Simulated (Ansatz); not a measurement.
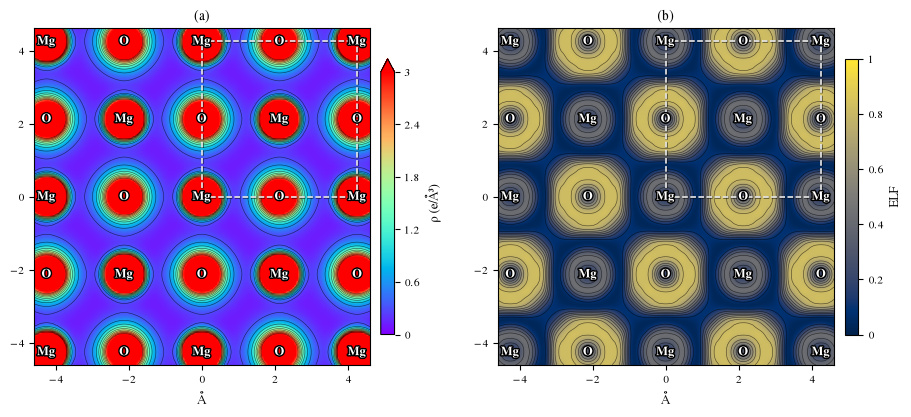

Figure. MgO. (a) valence pseudo-density; (b) electron localisation function on the (001) plane of the conventional cell.

Space group P4mm; changed on purpose from its base cell (atom 5 (O) moved +0.150 A towards its neighbour atom 1 (Mg) at 2.127 A); not relaxed (largest force 1.6 eV/Å).

Computed with DFT PBE, scalar-relativistic, plane waves, PAW (Ansatz 0.2.0).

Core electrons are frozen (PAW), and the valence fields are smoothed inside the atomic spheres.

> What do the fields say about this system?

The plane passes through Mg and O nuclei. Mg–O (2.13 Å): the density is about 0.32 e/Å³ at the midpoint; the ELF peaks at about 0.85 in the valence shell of O, 0.6 Å from its nucleus, and is about 0.35 at the midpoint; a largely ionic contact. Between the atoms the lowest density in this plane is 0.11 e/Å³.

> Does the calculation give a band gap?

It is gapped, with a Kohn–Sham gap of 4.4 eV on the k-point mesh (the band edges may lie off the mesh, which would make the gap smaller).
